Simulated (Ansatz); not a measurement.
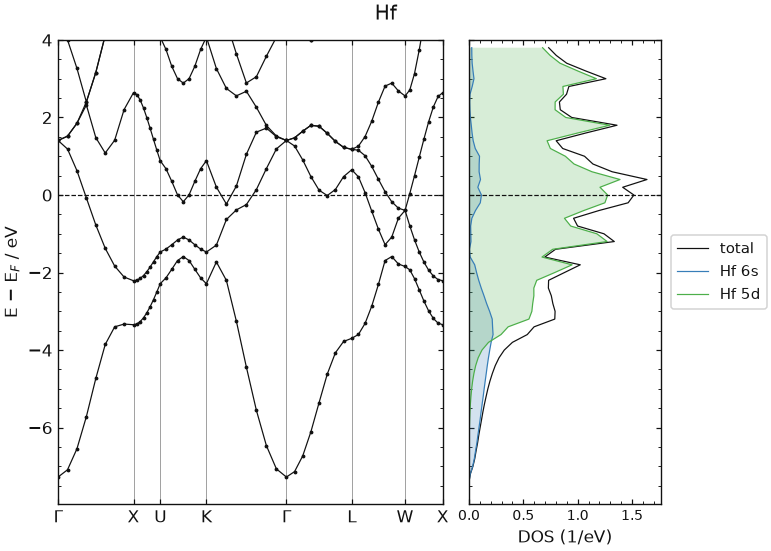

Band structure and density of states. Energies are counted from the Fermi level. The path runs straight from each named point to the next. The partial curves are projected on Löwdin-orthogonalised atomic shells.

Which Bravais lattice do the labels of the path belong to?

A face-centred cubic lattice: the path Γ–X–U–K–Γ–L–W–X runs through the special points of its Brillouin zone.

Input of the run:

```
crystal:
  lattice:
    - [0.0, 2.22, 2.22]
    - [2.22, 0.0, 2.22]
    - [2.22, 2.22, 0.0]
  atoms:
    - { symbol: Hf, position: [0.0, 0.0, 0.0] }
kpoints:
  mp_grid: { grid: [16, 16, 16] }
  band_path:
    path:
      - [0.0, 0.0, 0.0]
      - [0.5, 0.0, 0.5]
      - [0.625, 0.25, 0.625]
      - [0.375, 0.375, 0.75]
      - [0.0, 0.0, 0.0]
      - [0.5, 0.5, 0.5]
      - [0.5, 0.25, 0.75]
      - [0.5, 0.0, 0.5]
    npoints: 8
scf:
  occupations: { method: fermi_dirac, width: 0.03 }
hamiltonian:
  xc: pbe
  pseudopotentials: { kind: paw }
output:
  forces: true
  stress: true
  eigenvalues: true
  efg: { contact_densities: true }
  populations: true
  bader: true
  dos: { projected: true, de: 0.2, e_range: [-14, 8] }
  write_density: true
  write_potential: true
  elf: true
  volumetric_format: npy
```

Launched with:
```bash
ansatz run input.yaml --threads 1 --pin off --max-ram 2048MiB --backend cpu --events-out ev --progress --plain --runs-dir out
```

Metal, semiconductor or insulator?

A metal: 2 bands cross the Fermi level along this path.

Which states dominate at the Fermi level?

By projected weight, the states within 0.3 eV of the Fermi level are Hf 5d almost alone.

What is the density of states at the Fermi level?

The density of states at the Fermi level is about 1.5 per eV and cell (mean within 0.25 eV).

Spin-orbit coupling is left out, which matters for Hf. The run has no spin polarisation, and a density of states this high at the Fermi level may favour a magnetic state.
